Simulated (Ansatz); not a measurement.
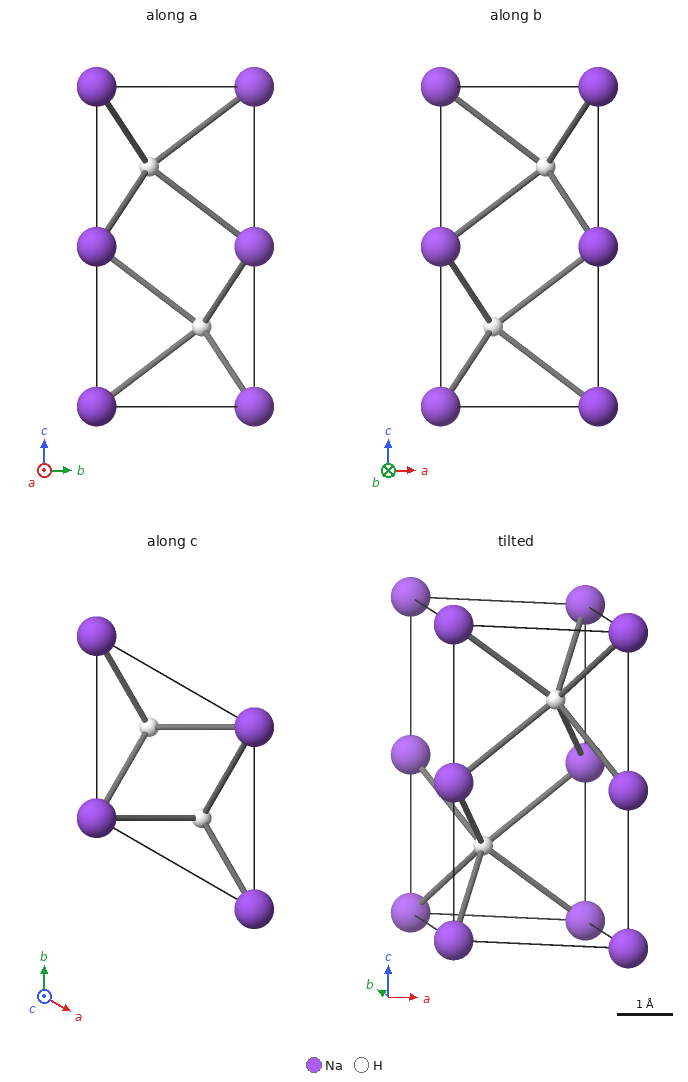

Figure: ball-and-stick view along the a axis, along the b axis, along the c axis and slightly off an axis. The parallelepiped is the conventional unit cell.

Lattice parameters: a = 3.3192 Å, b = 3.3192 Å, c = 5.8310 Å, α = 90.000°, β = 90.000°, γ = 120.000°.

Question: Give the structure in the form of a CIF in P1 with every atom of the cell.

Answer:
```cif
data_structure
_symmetry_space_group_name_H-M 'P 1'
_symmetry_Int_Tables_number 1
_cell_length_a 3.3192
_cell_length_b 3.3192
_cell_length_c 5.8310
_cell_angle_alpha 90.000
_cell_angle_beta 90.000
_cell_angle_gamma 120.000
_cell_volume 55.63
loop_
_atom_site_label
_atom_site_type_symbol
_atom_site_fract_x
_atom_site_fract_y
_atom_site_fract_z
_atom_site_occupancy
Na1 Na 0.0000 0.0000 0.0000 1
Na2 Na 0.0000 0.0000 0.5000 1
H1 H 0.3333 0.6667 0.2500 1
H2 H 0.6667 0.3333 0.7500 1
```

Origin of the cell: a structure type filled with these elements by a generator (whether the compound takes this form wasn't checked). Earlier steps of the study may have refined or changed the cell and positions. It went into a calculation with Ansatz.
